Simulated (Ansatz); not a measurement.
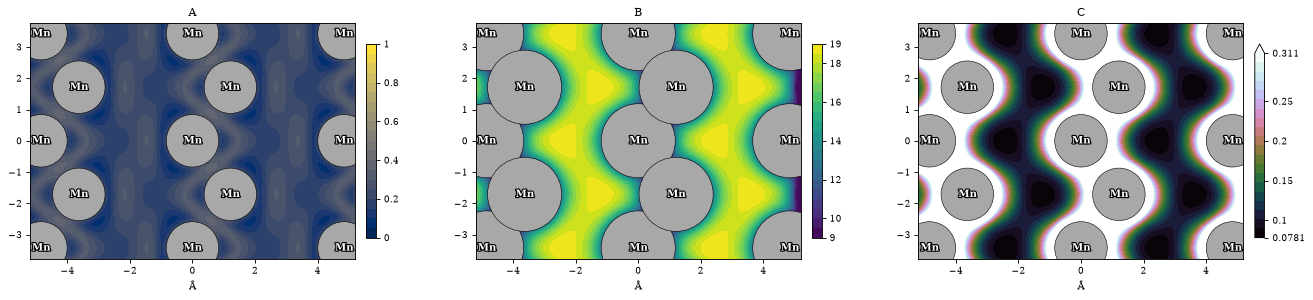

Mn: 3 fields on the (110) plane of the conventional cell, with unlabelled colour scales. Grey discs cover the atomic cores.

Space group Fd-3m; set up as Mn, diamond; a generated structure, not necessarily the stable one; changed on purpose from its base cell (volume × 0.92); computed pressure about 14 GPa in this cell; computed without spin polarisation.

Computed with DFT, revPBE, plane waves (420 eV) with PAW, scalar-relativistic in Ansatz.

> The panels show electron localisation function, electrostatic potential energy of an electron and valence pseudo-density in some order. Assign them.

Panel A: electron localisation function. Panel B: electrostatic potential energy of an electron (low next to the atoms, rising into the space between them). Panel C: valence pseudo-density.
